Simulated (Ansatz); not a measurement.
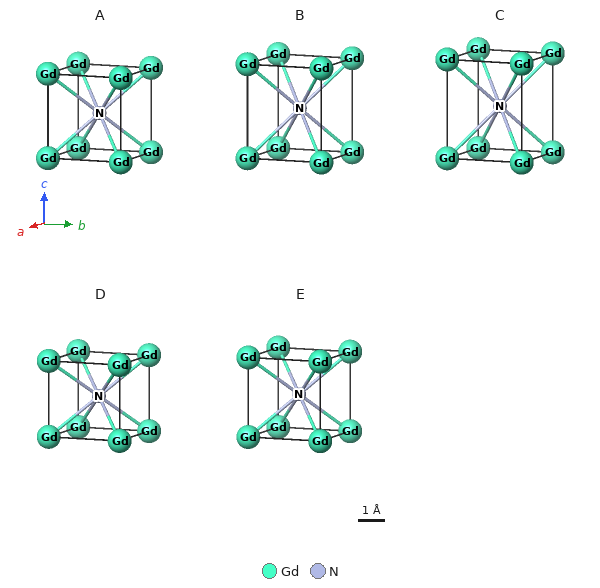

5 geometries from one relaxation of solid GdN (a generated structure, set up in P4/mmm) (coarse preliminary run), in shuffled order. Style: ball-and-stick. Shown: the cell of the calculation, slightly off an axis.

These are results of DFT PBE, scalar-relativistic, plane waves, PAW in Ansatz, not measurements. (plane-wave cutoff 420 eV; k-point mesh 6 × 6 × 4; occupations gaussian; smearing width 0.1 eV; collinear spin; cell and atoms relaxed; force threshold 0.04 eV/Å; at most 70 steps)

**Put them in the order of the run, from the start to the converged end.**

C, B, A, E, D. They are steps 0, 1, 3, 4, 11, at +2.024 eV per cell of the calculation, +1.436 eV per cell of the calculation, +0.399 eV per cell of the calculation, +80.1 meV per cell of the calculation relative to the last. After 9 accepted moves (11 points after the start) the energy has fallen by 2.024 eV per cell of the calculation. All forces vanish by symmetry, so only the cell relaxes. Pressure: −20.45 GPa at the start and 0.00 GPa at the end. At 2 points the geometry stayed and the basis and grid were re-selected for the new cell (energy shift of 5.8 meV per cell of the calculation at most each time). No atom moves by more than 0.005 Å relative to the cell. The drawn cell changes as follows: a = b 3.187 → 3.033 Å (−4.8 %), c 3.944 → 3.029 Å (−23.2 %); the volume changes by −30.4 %. Among the contacts that change: Gd–Gd 3.944 → 3.029 Å, Gd–N 2.995 → 2.626 Å, Gd–Gd 3.187 → 3.033 Å. The space group (tolerance 0.01 Å) goes from P4/mmm (No. 123) to Pm-3m (No. 221).

Limits of the set-up: the k-point mesh is coarse for a cell with partly filled bands.
